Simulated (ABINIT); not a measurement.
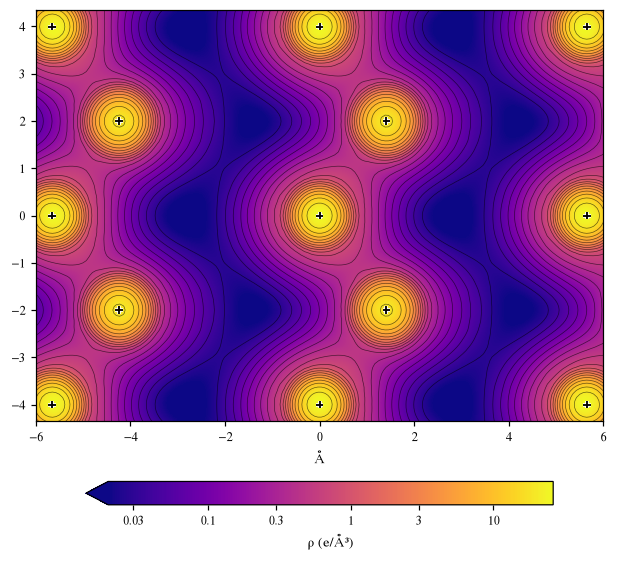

The valence electron density on a plane through atoms (crosses mark nuclei in the plane).

Method: Kohn-Sham DFT of a periodic cell, PBE, JTH PAW PBE v2.0 (ABINIT 10.8.3).

Candidates:
A. PbSe, a = 4.16 Å, b = 4.16 Å, c = 6.12 Å, α = 90.00°, β = 90.00°, γ = 90.00°. Space group I4/mmm; computed pressure about 8 GPa in this cell.
B. GaAs, a = 5.65 Å, b = 5.65 Å, c = 5.65 Å, α = 90.00°, β = 90.00°, γ = 90.00°. Space group F-43m; computed pressure about 3 GPa in this cell.

### Which system is this?

Candidate B: GaAs on the (101) plane of the conventional cell, which holds As and Ga. Ga–As (2.45 Å): ρ at the midpoint is about 0.5 e/Å³.
